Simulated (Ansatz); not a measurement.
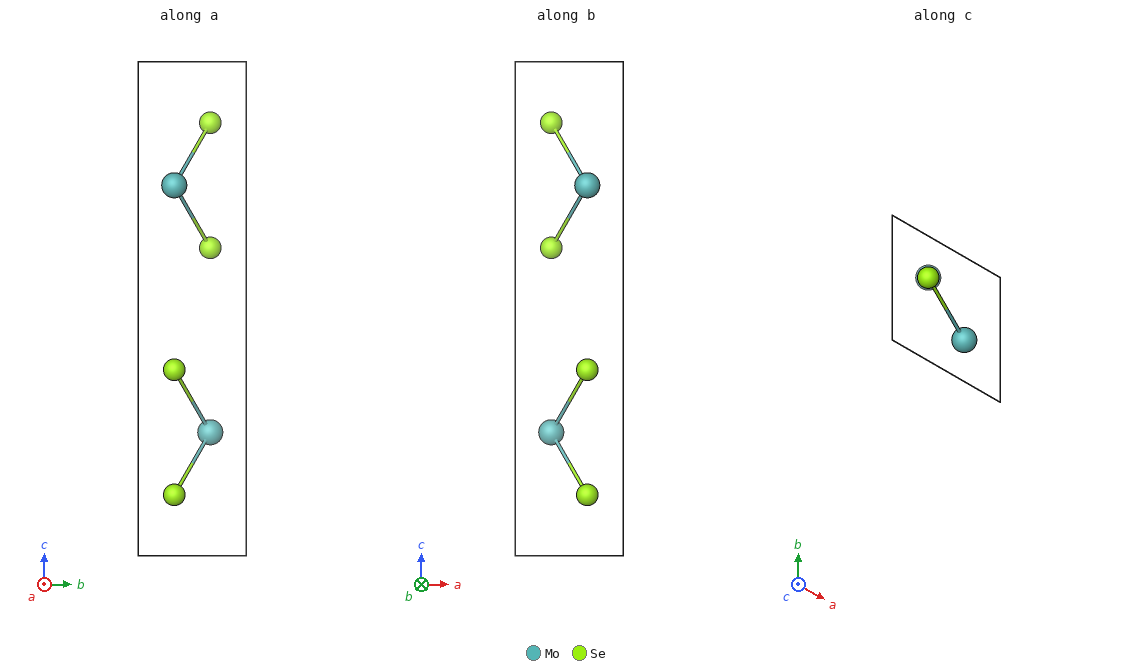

The image is a ball-and-stick drawing of a crystal, viewed along the a axis, along the b axis and along the c axis. The conventional unit cell is outlined; an atom on or near a face, edge or corner is repeated at each equivalent position.

Lattice parameters: a = 3.3054 Å, b = 3.3054 Å, c = 13.0878 Å, α = 90.000°, β = 90.000°, γ = 120.000°.

From the views, write a CIF with its space group and independent sites, with free fractional coordinates to two decimals.

```cif
data_structure
_symmetry_space_group_name_H-M 'P 63/m m c'
_symmetry_Int_Tables_number 194
_cell_length_a 3.3054
_cell_length_b 3.3054
_cell_length_c 13.0878
_cell_angle_alpha 90.000
_cell_angle_beta 90.000
_cell_angle_gamma 120.000
_cell_volume 123.84
loop_
_atom_site_label
_atom_site_type_symbol
_atom_site_symmetry_multiplicity
_atom_site_Wyckoff_symbol
_atom_site_fract_x
_atom_site_fract_y
_atom_site_fract_z
_atom_site_occupancy
Mo1 Mo 2 c 0.3333 0.6667 0.25 1
Se1 Se 4 f 0.6667 0.3333 0.38 1
```

The model was built from a structure type filled with these elements by a generator (whether the compound takes this form wasn't checked). Earlier steps of the study may have refined or changed the cell and positions. Ansatz was used for an electronic-structure calculation on it.
